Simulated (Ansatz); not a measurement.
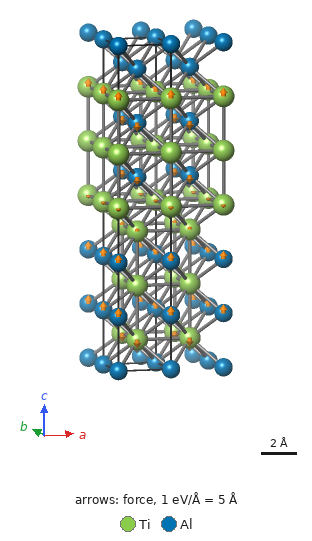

Starting geometry of an interface cell of composition TiAl with the computed forces as orange arrows. A ball-and-stick model of the cell of the calculation, repeated 2 × 2 × 1 with one cell outlined, seen slightly off an axis.

Case: antiphase boundary on (0 0 1), species swapped.

These are results of Ansatz 0.2.0, DFT PBE, scalar-relativistic, plane waves, PAW, not measurements.

Input
```yaml
crystal:
  lattice:
    - [3.1863036826, 0.0, 0.0]
    - [0.0, 3.1863036826, 0.0]
    - [0.0, 0.0, 19.1178220955]
  atoms:
    - { symbol: Ti, position: [0.5, 0.5, 0.0833333333] }
    - { symbol: Al, position: [0.0, 0.0, 0.0] }
    - { symbol: Ti, position: [0.5, 0.5, 0.25] }
    - { symbol: Al, position: [0.0, 0.0, 0.1666666667] }
    - { symbol: Ti, position: [0.5, 0.5, 0.4166666667] }
    - { symbol: Al, position: [0.0, 0.0, 0.3333333333] }
    - { symbol: Al, position: [0.5, 0.5, 0.5833333333] }
    - { symbol: Ti, position: [0.0, 0.0, 0.5] }
    - { symbol: Al, position: [0.5, 0.5, 0.75] }
    - { symbol: Ti, position: [0.0, 0.0, 0.6666666667] }
    - { symbol: Al, position: [0.5, 0.5, 0.9166666667] }
    - { symbol: Ti, position: [0.0, 0.0, 0.8333333333] }
basis:
  ecutwfc: 420
kpoints:
  mp_grid: { grid: [10, 10, 2] }
hamiltonian:
  xc: pbe
scf:
  occupations: { method: gaussian, width: 0.1 }
output:
  forces: true
  stress: true
  eigenvalues: true
  populations: true
  write_density: true
  write_potential: true
  elf: true
  volumetric_format: npy
relax:
  adjacent_minimum: "off"
  f_tol: 0.02
  max_steps: 45
  cell: { fix: [a, b, alpha, beta, gamma], stress_tol: 0.1 }
```

Run as
```bash
ansatz run input.yaml --threads 2 --pin off --max-ram 5120MiB --backend cpu --events-out ev --progress --plain --runs-dir out
```

What follows when this structure is relaxed?

It isn't relaxed: the largest force vector, on Al atoms, is 0.10 eV/Å. The final displacements follow the starting forces only in part (cosine between the two patterns 0.79). The energy falls by 61.9 meV per cell of the calculation in 3 accepted moves (4 points after the start). The largest force component goes from 0.1 to 0.002 eV/Å. The pressure goes from 1.18 to −1.85 GPa. The SCF was repeated once at an unchanged geometry on a basis and grid sized afresh for the cell, which shifted the energy by 1.7 meV per cell of the calculation at most. The largest moves relative to the cell, 0.042 Å, are those of Al6 and Al7. Al6 goes along +c. By element the largest moves are Al 0.042 Å, Ti 0.032 Å. The volume changes by +2.9 %, with a = b unchanged at 3.186 Å, c 19.118 → 19.663 Å (+2.9 %). Among the contacts that change: Ti10–Ti12 3.186 → 3.324 Å, Ti3–Ti5 3.186 → 3.268 Å, Al9–Ti12 2.759 → 2.811 Å, Al7–Ti10 2.759 → 2.791 Å.
